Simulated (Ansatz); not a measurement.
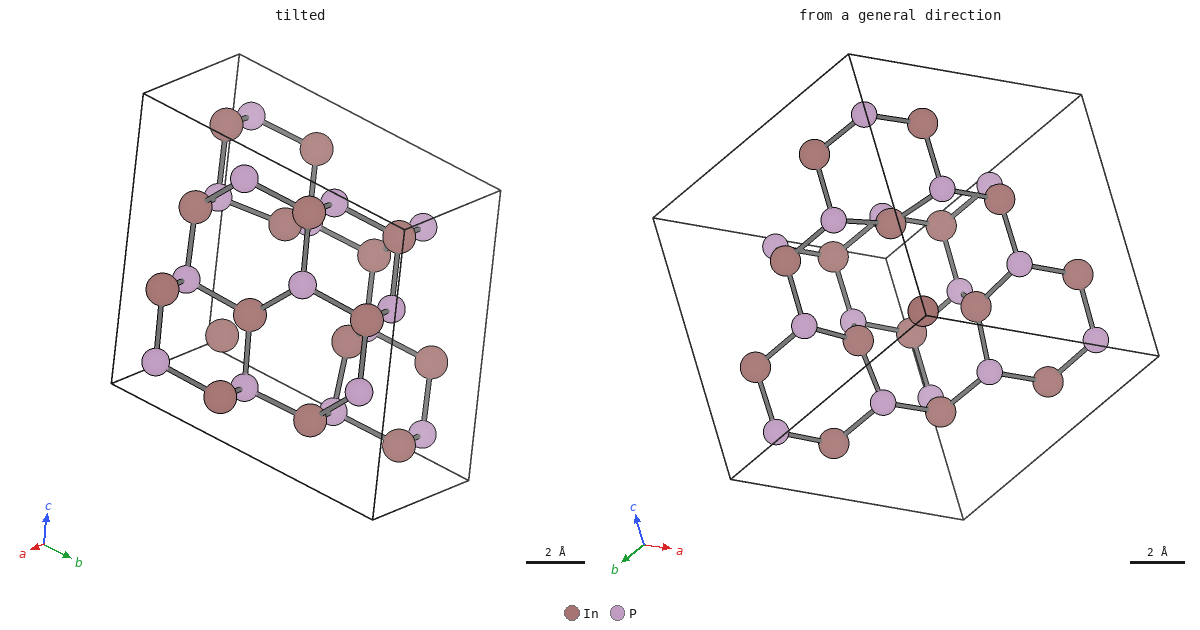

Crystal structure, ball-and-stick style, seen slightly off an axis and from a general direction. Atoms at the boundary of the supercell (the box) are drawn once for each face, edge or corner they touch. The host is InP, in a cell of 32 sites, and the cell carries a charge of +2.

How does this supercell depart from the perfect host?

A phosphorus vacancy. Around the empty site lie four In at about 2.8 Å.

Calculation details: DFT PBE, scalar-relativistic, plane waves, PAW (Ansatz 0.2.0); plane-wave cutoff 420 eV, the zone sampled with 2×2×2 points, Gaussian smearing of 0.02 eV, collinear spins.

Does the defect leave unpaired spin?

Yes, 0.5 μB in the cell.

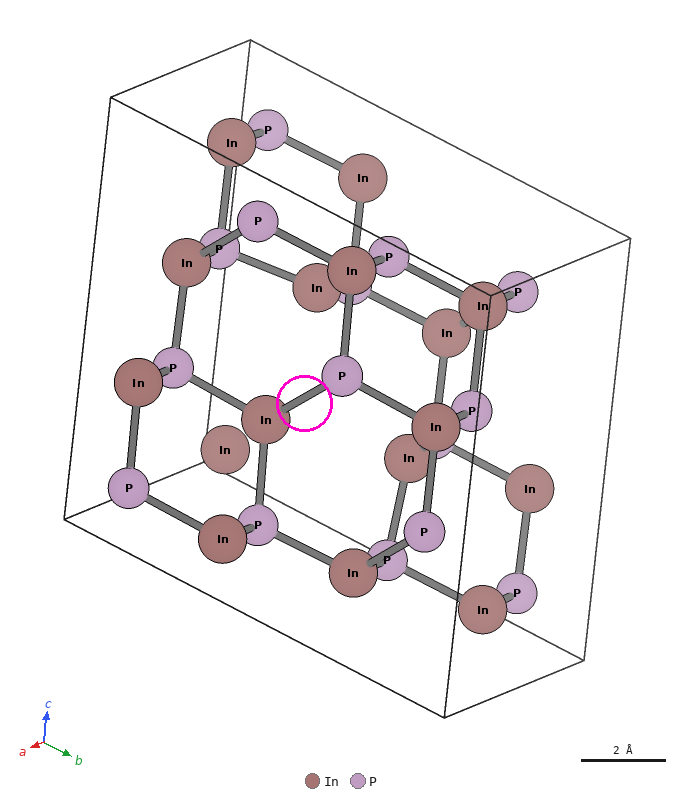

The same cell with a ring at the defect's site.

The atoms were relaxed in the host's cell with DFT PBE, scalar-relativistic, plane waves, PAW in Ansatz 0.2.0.
